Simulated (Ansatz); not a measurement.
# Calculations on Si

### Relaxation

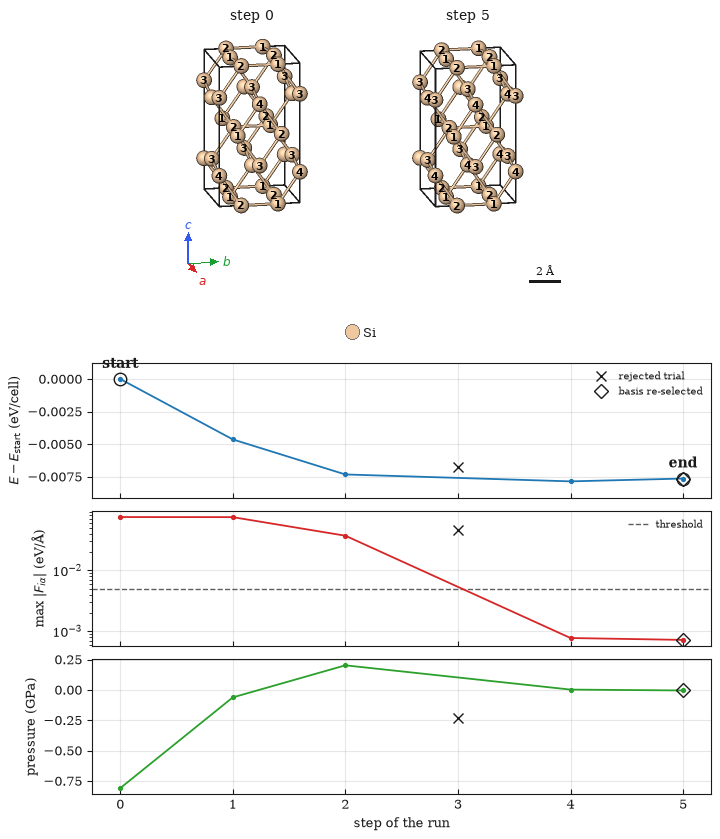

First and last geometry of a relaxation of a crystal of Si (set up in Fmmm), with the history of the run. A ball-and-stick model of the conventional cell (4 times the calculation's cell), seen slightly off an axis. Lengths and directions refer to the drawn axes.

All numbers below come from DFT LDA, scalar-relativistic, plane waves, PAW in Ansatz.

The input:
```yaml
crystal:
  lattice:
    - [0.0, 2.65989848, 4.6432435421]
    - [2.4222677723, 0.0, 4.6432435421]
    - [2.4222677723, 2.65989848, 0.0]
  atoms:
    - { symbol: Si, position: [0.72739428, 0.27260572, 0.72739428] }
    - { symbol: Si, position: [0.27260572, 0.72739428, 0.27260572] }
    - { symbol: Si, position: [0.7797693, 0.7797693, 0.2202307] }
    - { symbol: Si, position: [0.2202307, 0.2202307, 0.7797693] }
basis:
  ecutwfc: 420
kpoints:
  mp_grid: { grid: [12, 12, 12] }
hamiltonian:
  xc: lda
scf:
  occupations: { method: gaussian, width: 0.1 }
output:
  forces: true
  stress: true
  eigenvalues: true
  write_density: true
  write_potential: true
  elf: true
  volumetric_format: npy
relax:
  adjacent_minimum: "off"
  f_tol: 0.005
  max_steps: 80
  cell: { stress_tol: 0.05 }
```

Command:
```bash
ansatz run input.yaml --threads 1 --pin off --max-ram 2560MiB --backend cpu --events-out ev --progress --plain --runs-dir out
```

> What do the curves and the structures tell?

It converged. The largest moves relative to the cell, 0.049 Å, are those of Si3 and Si4. Si4 goes along +c. Cell: a 4.845 → 4.864 Å (+0.4 %), b 5.320 → 5.295 Å (−0.5 %), c 9.286 → 9.177 Å (−1.2 %). Volume −1.2 %. Among the contacts that change: Si1–Si2 2.419 → 2.433 Å, Si3–Si4 2.485 → 2.473 Å, Si1–Si3 2.507 → 2.517 Å, Si1–Si2 (another image) 2.434 → 2.441 Å. Among the angles between lasting bonds that change: Si4–Si3–Si4 154.3° → 159.1°. The space group stays Fmmm (No. 69). Over 3 accepted moves (5 points after the start) the energy falls by 7.6 meV per cell of the calculation. Largest force component: 0.075 eV/Å at the start, 0.00072 eV/Å at the end. The pressure goes from −0.81 to 0.00 GPa. The line search rejected the trial step at point 3 of the run. The SCF was repeated once at an unchanged geometry on a basis and grid sized afresh for the cell, which shifted the energy by 0.2 meV per cell of the calculation at most. The run took 86 s on 1 thread of Intel(R) Xeon(R) Platinum 8259CL CPU @ 2.50GHz (Skylake/Cascade Lake) (shared host), peak memory 0.54 GiB.

### Scan

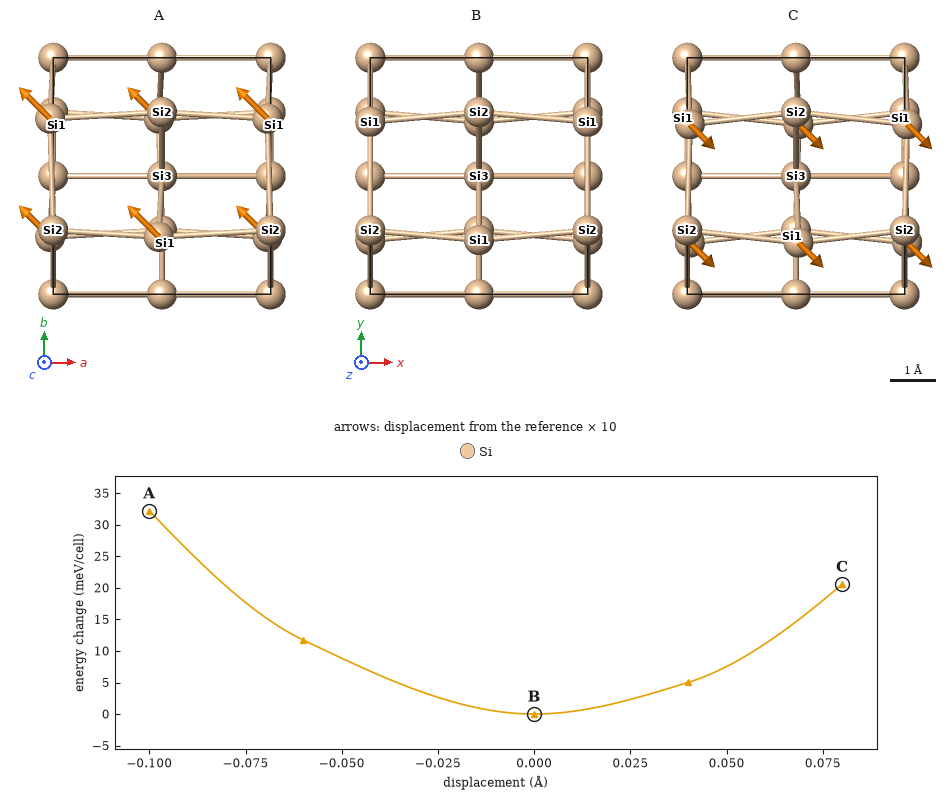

A scan of crystalline Si (Fmmm): a Si atom (one in each cell of 4 atoms) is moved along Cartesian [1 -1 0], all else fixed. The lettered frames are marked on the plot. Style: ball-and-stick. Shown: the conventional cell (4 times the calculation's cell), along the c axis. Orange arrows: displacements from the reference. Lengths and directions refer to the drawn axes.

Theory: Ansatz 0.2.0, DFT LDA, scalar-relativistic, plane waves, PAW. Set-up: plane-wave cutoff 420 eV; k-point mesh 14 × 14 × 14; occupations gaussian; smearing width 0.15 eV; no spin polarisation. Energies (free energies at the smearing named) are counted from the relaxed crystal.

**What does the scan show?**

Of the computed points the lowest is at the displacement 0.00 Å, 0.0 meV/cell. The curvature at zero is about 6.5 eV/Å². At the highest point the shortest interatomic distance is 2.37 Å, against 2.43 Å in the reference. The distortion takes the space group from Fmmm to Cm.

The computed points:

```
displacement (Å)  energy change (meV/cell)
           −0.10                      32.2
           −0.06                      11.7
            0.00                       0.0
            0.04                       5.0
            0.08                      20.6
```

### Scan

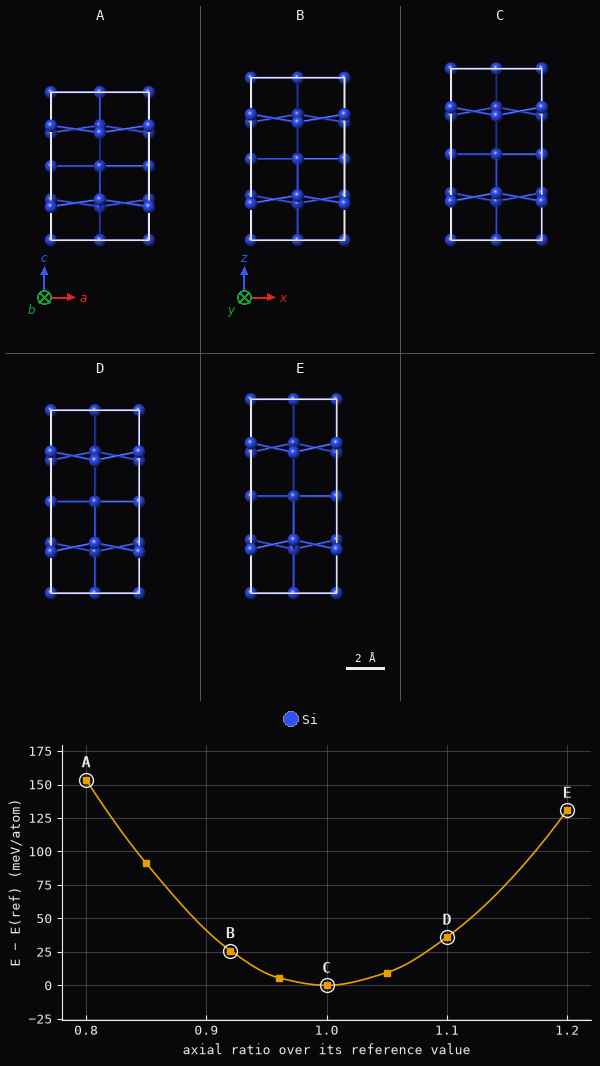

A scan of solid Si (Fmmm): the ratio of the cell's length along z to its lengths across, counted as 1 for the reference, is changed at fixed volume (a c/a path), with the atoms kept at their fractional coordinates. x, y and z are the Cartesian axes of the input. The lettered frames are marked on the plot. Style: ball-and-stick. Shown: the conventional cell (4 times the calculation's cell), along the b axis. Lengths and directions refer to the drawn axes.

All numbers below come from DFT LDA, scalar-relativistic, plane waves, PAW in Ansatz. (plane-wave cutoff 420 eV; k-point mesh 16 × 16 × 16; occupations gaussian; smearing width 0.15 eV; no spin polarisation). Energies (free energies at the smearing named) are counted from the relaxed crystal.

Question: Describe the profile.

Answer: Of the computed points the lowest is at the relative ratio 1.00, 0.0 meV/atom. At the ends of the scan the energy is 153.6 meV/atom (0.80) and 130.8 meV/atom (1.20). The distortion keeps the space group Fmmm. At the relative ratio 0.80 the cell of the drawing goes a 4.864 → 5.240 Å, b 5.295 → 5.704 Å, c 9.177 → 7.909 Å.
